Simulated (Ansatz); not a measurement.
CoSn

Input file:

```
crystal:
  lattice:
    - [5.3220891792, 0.0, 0.0]
    - [-2.6610445896, 4.6090644304, 0.0]
    - [0.0, 0.0, 4.2502273858]
  atoms:
    - { symbol: Co, position: [0.0, 0.5, 0.0] }
    - { symbol: Co, position: [0.5, 0.5, 0.0] }
    - { symbol: Co, position: [0.5, 0.0, 0.0] }
    - { symbol: Sn, position: [0.6666666667, 0.3333333333, 0.5] }
    - { symbol: Sn, position: [0.3333333333, 0.6666666667, 0.5] }
    - { symbol: Sn, position: [0.0, 0.0, 0.0] }
basis:
  ecutwfc: 420
kpoints:
  mp_grid: { grid: [12, 12, 8] }
hamiltonian:
  xc: pbesol
scf:
  occupations: { method: gaussian, width: 0.1 }
output:
  forces: true
  stress: true
  eigenvalues: true
  write_density: true
  write_potential: true
  elf: true
  volumetric_format: npy
relax:
  adjacent_minimum: "off"
  f_tol: 0.01
  max_steps: 30
  cell: { stress_tol: 0.1, fix: [volume] }
```

Launched as:

```sh
ansatz run input.yaml --threads 2 --pin off --max-ram 5120MiB --backend cpu --events-out ev --progress --plain --runs-dir out
```

Below, planes, directions and counts refer to the conventional cell (a = 5.32 Å, b = 5.32 Å, c = 4.25 Å, α = 90.00°, β = 90.00°, γ = 120.00°).

Space group P6/mmm; a structure from a database of computed crystals, not necessarily the ambient phase; changed on purpose from its base cell (volume × 1.06, shape and atoms relaxed); computed pressure about −7 GPa in this cell; computed without spin polarisation.

Theory: DFT PBEsol, scalar-relativistic, plane waves, PAW (Ansatz 0.2.0).

### What can the converged valence pseudo-density and electron localisation function tell about the bonding?

Co–Sn (2.62 Å): ρ at the midpoint is about 0.34 e/Å³; the ELF is about 0.35 at the midpoint.
Co–Co (2.66 Å): the density is about 0.3 e/Å³ at the midpoint; the ELF is about 0.35 at the midpoint.

### Metal or insulator at this level of theory?

It is gapless in this calculation (a metal or semimetal).

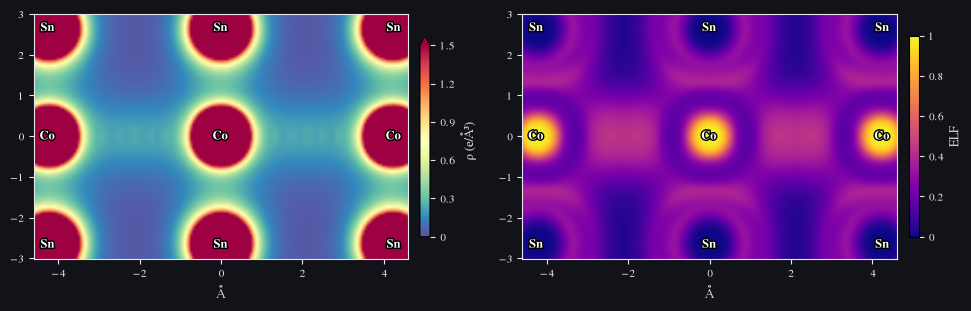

Computed valence pseudo-density and electron localisation function on the (11̄0) plane of the conventional cell, in this order. 
